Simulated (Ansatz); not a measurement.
System: CoO, space group Pm-3m (No. 221) (cell built by us, not taken from a database).

The given structure:
```
CELL_PARAMETERS angstrom
2.57246 0.00000 0.00000
0.00000 2.57246 0.00000
0.00000 0.00000 2.57246
ATOMIC_POSITIONS crystal
Co 0.00000 0.00000 0.00000
O 0.50000 0.50000 0.50000
```

Method: several magnetic starts of one crystal ranked at fixed atoms, signs over the magnetic atoms (u up, d down), a propagation vector with a half doubling the cell with reversed moments; plane-wave DFT of a periodic cell (Ansatz 0.2.0). Level: PBEsol.

```csv
setting,value
cell charge,0 e
exact exchange fraction,0
dispersion correction,none
potentials,PAW default
wave cutoff,420 eV
k mesh,16x16x16
occupation rule,Gaussian
occupation width,0.1 eV
```

The k mesh is that of the cell as given; doubled cells use half as many points along the doubled vectors; key: 1 = non-magnetic; 2 = ferromagnetic; 3 = parallel large; 4 = antiferromagnetic doubled q=(0 0 1/2); 5 = antiferromagnetic doubled q=(0 1/2 1/2); 6 = antiferromagnetic doubled q=(1/2 1/2 1/2); 7 = parallel small.

What does the calculation give for the energy above the lowest of each magnetic start?

Among these starts the lowest is no. 4; the next, no. 6, is 17 meV/atom higher.

```json
{"magnetic start": "no. 1", "energy above the lowest (meV/atom)": "264", "largest site moment (μB)": "0.000", "final order": "non-magnetic"}
{"magnetic start": "no. 2", "energy above the lowest (meV/atom)": "28", "largest site moment (μB)": "2.472", "final order": "ferromagnetic"}
{"magnetic start": "no. 3", "energy above the lowest (meV/atom)": "28", "largest site moment (μB)": "2.472", "final order": "ferromagnetic"}
{"magnetic start": "no. 4", "energy above the lowest (meV/atom)": "0", "largest site moment (μB)": "2.197", "final order": "antiferromagnetic"}
{"magnetic start": "no. 5", "energy above the lowest (meV/atom)": "109", "largest site moment (μB)": "2.339", "final order": "antiferromagnetic"}
{"magnetic start": "no. 6", "energy above the lowest (meV/atom)": "17", "largest site moment (μB)": "2.274", "final order": "antiferromagnetic"}
{"magnetic start": "no. 7", "energy above the lowest (meV/atom)": "28", "largest site moment (μB)": "2.472", "final order": "ferromagnetic"}
```

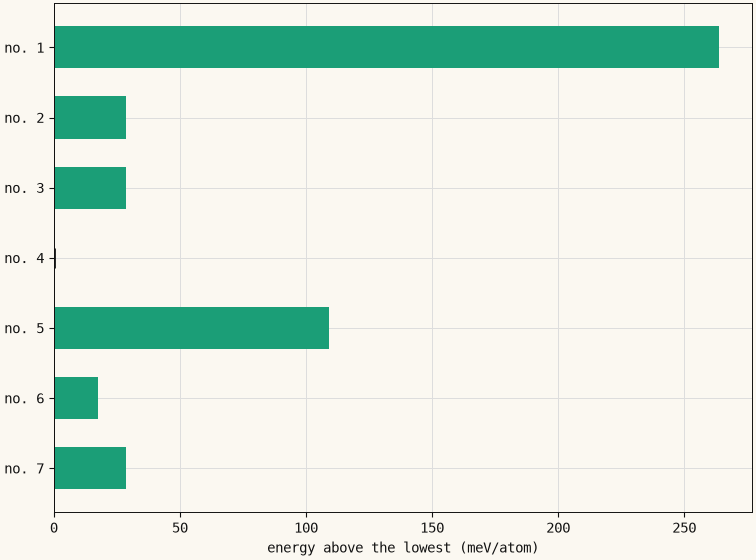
